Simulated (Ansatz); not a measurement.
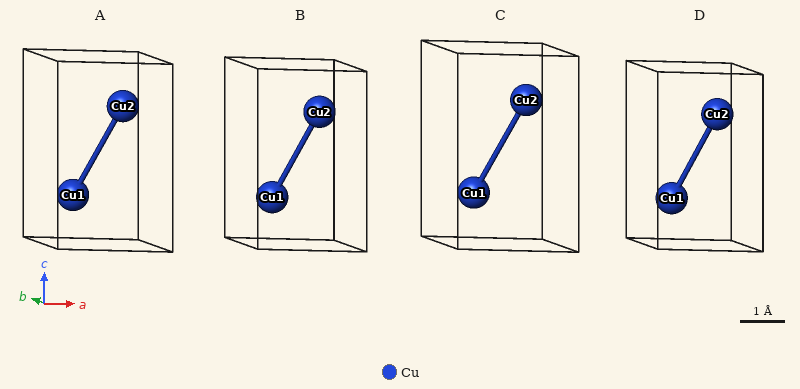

4 geometries from one relaxation of crystalline Cu (a generated structure, set up in P6_3/mmc), in shuffled order. The picture is a ball-and-stick view of the cell of the calculation, reduced to other axes, seen slightly off an axis. Lengths and directions refer to the drawn axes.

The start is a swapped structure.

The calculation used DFT, PAW plane waves, LDA, spin-orbit (Ansatz). (plane-wave cutoff 420 eV; k-point mesh 9 × 9 × 5; occupations gaussian; smearing width 0.0125 eV; spin-orbit; potentials kind: paw_fr; cell and atoms relaxed; at most 40 steps)

Order the frames from highest to lowest energy.

Answer. C, A, B, D. They are steps 0, 1, 2, 7, at +635 meV per atom, +285 meV per atom, +47.3 meV per atom relative to the last. No atom moves by more than 0.005 Å relative to the cell. Cell: a = b 2.847 → 2.478 Å (−13.0 %), c 4.523 → 4.096 Å (−9.4 %). Volume −31.4 %. Near-neighbour distances that change, for instance: Cu1–Cu1 2.847 → 2.478 Å, Cu1–Cu2 2.796 → 2.498 Å. The space group stays P6_3/mmc (No. 194). Over 6 accepted moves (7 points after the start) the energy falls by 635 meV per atom. All forces vanish by symmetry, so only the cell relaxes. Pressure: −27.51 GPa at the start and −0.04 GPa at the end. The SCF was repeated once at an unchanged geometry on a basis and grid sized afresh for the cell, which shifted the energy by 1.7 meV per atom at most. The program noted that the starting moments weren't kept. The run took 40 s on 2 threads of Intel(R) Xeon(R) 6975P-C (Granite Rapids), on a shared host, peak memory 0.53 GiB.
